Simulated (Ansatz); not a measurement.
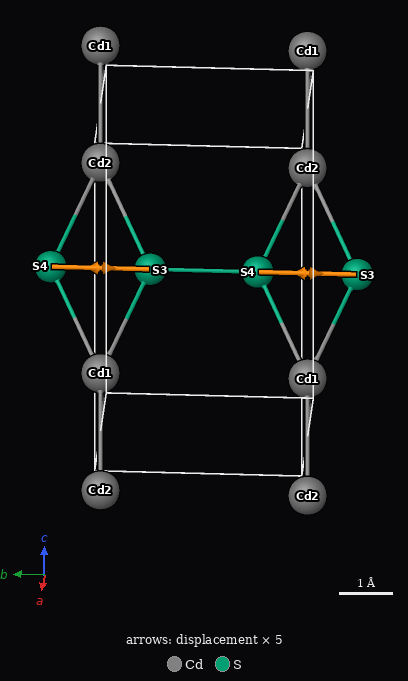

This is a relaxation of solid CdS (a generated structure, set up in Pmmm) (coarse preliminary run). The starting structure is drawn; orange arrows show the displacements (the part carried along by the change of the cell is left out), magnified 5 times.

Style: ball-and-stick. Shown: the cell of the calculation, from a free direction.

Theory: DFT PBE, scalar-relativistic, plane waves, PAW (Ansatz 0.2.0). Set-up: plane-wave cutoff 420 eV; k-point mesh 6 × 4 × 4; occupations gaussian; smearing width 0.1 eV; no spin polarisation; cell and atoms relaxed; force threshold 0.04 eV/Å; at most 70 steps.

### Atoms of which element are displaced furthest, and by how much?

Sulfur: up to 0.25 Å, against 0.01 Å for cadmium.

### What happened in the run?

Over 12 accepted moves (14 points after the start) the energy falls by 2.758 eV per cell of the calculation. Largest force component: 2.2 eV/Å at the start, 0.011 eV/Å at the end. Pressure: 20.20 GPa at the start and 0.09 GPa at the end. The SCF was repeated twice at an unchanged geometry on a basis and grid sized afresh for the cell, which shifted the energy by 89.8 meV per cell of the calculation at most. The largest moves relative to the cell, 0.25 Å, are those of S3 and S4. S3 goes along +b. By element the largest moves are S 0.25 Å, Cd 0.01 Å. Cell: a 3.605 → 3.529 Å (−2.1 %), b 3.980 → 5.544 Å (+39.3 %), c 6.909 → 7.389 Å (+7.0 %). Volume +45.8 %. Some distances before and after: S3–S4 2.068 → 3.388 Å, S3–S4 (another image) 1.913 → 2.155 Å, Cd1–Cd2 2.471 → 2.658 Å, Cd1–S3 2.416 → 2.599 Å. Bonds break: S3–S4 (2.07 → 3.39 Å). Bond angles that change, for instance: Cd1–S4–Cd2 133.4° → 131.0°. The space group stays Pmmm (No. 47).

Limits of the set-up: the k-point mesh is coarse for a cell with partly filled bands; layers or molecules are held without a dispersion correction, so their spacing is unreliable.
